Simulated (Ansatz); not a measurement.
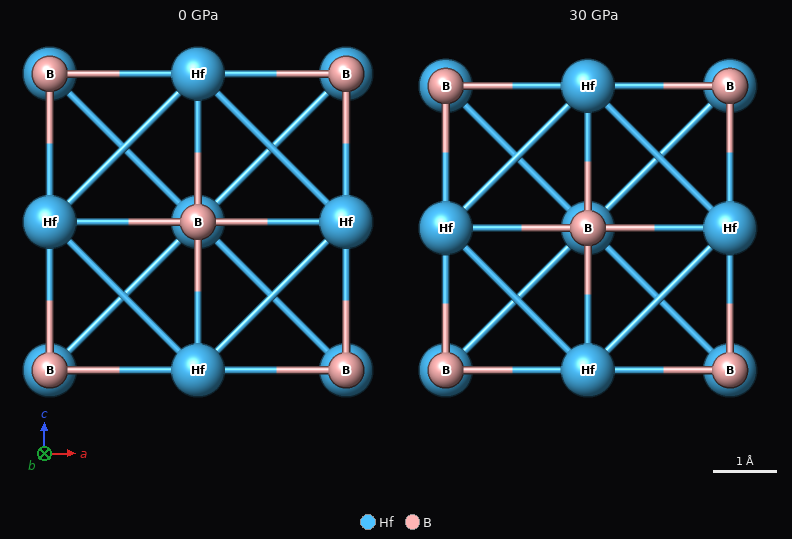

Crystalline HfB (set up in Fm-3m), relaxed (cell and atoms) at several target pressures. The picture shows the first and the last member. A ball-and-stick model of the conventional cell (4 times the calculation's cell), seen along the b axis. Lengths and directions refer to the drawn axes.

Computed with Ansatz 0.2.0: LDA, Ansatz PAW. (plane-wave cutoff 420 eV; k-point mesh 10 × 10 × 10; occupations fermi-dirac; smearing width 0.05 eV; no spin polarisation; cell and atoms relaxed; force threshold 0.01 eV/Å)

| pressure (GPa) | volume (Å³/atom) | a (Å) |
| --- | --- | --- |
| 0 | 13.376 | 4.748 |
| 2 | ? | ? |
| 5 | 13.040 | 4.707 |
| 10 | 12.741 | 4.671 |
| 20 | 12.228 | 4.608 |
| 30 | 11.794 | 4.553 |

**Estimate the missing row from the others, and compare with the calculation.**

Murnaghan's form V = V₀(1 + B′P/B₀)^(−1/B′), with V₀ = 13.376 Å³ from the row at zero pressure, fits the other rows with B₀ = 188 GPa and B′ = 3.62 (largest miss 0.003 Å³). At 2 GPa it gives 13.376 × (1 + 3.62 × 2/188)^(−1/3.62) = 13.237 Å³ per atom. The calculation gives 13.239 Å³/atom (a = 4.731 Å). The estimate is 0.002 Å³/atom too low. From the first member to the last: Hf–Hf 3.357 → 3.219 Å, B–Hf 2.374 → 2.276 Å.

The whole series:

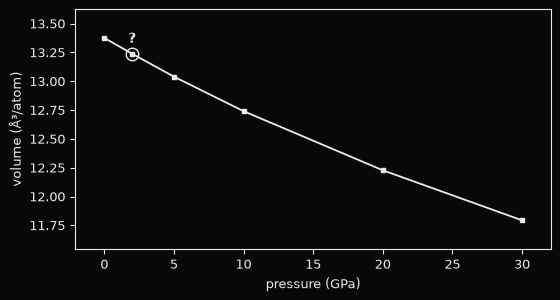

Each member starts from this one structure; whether another phase lies lower wasn't checked.
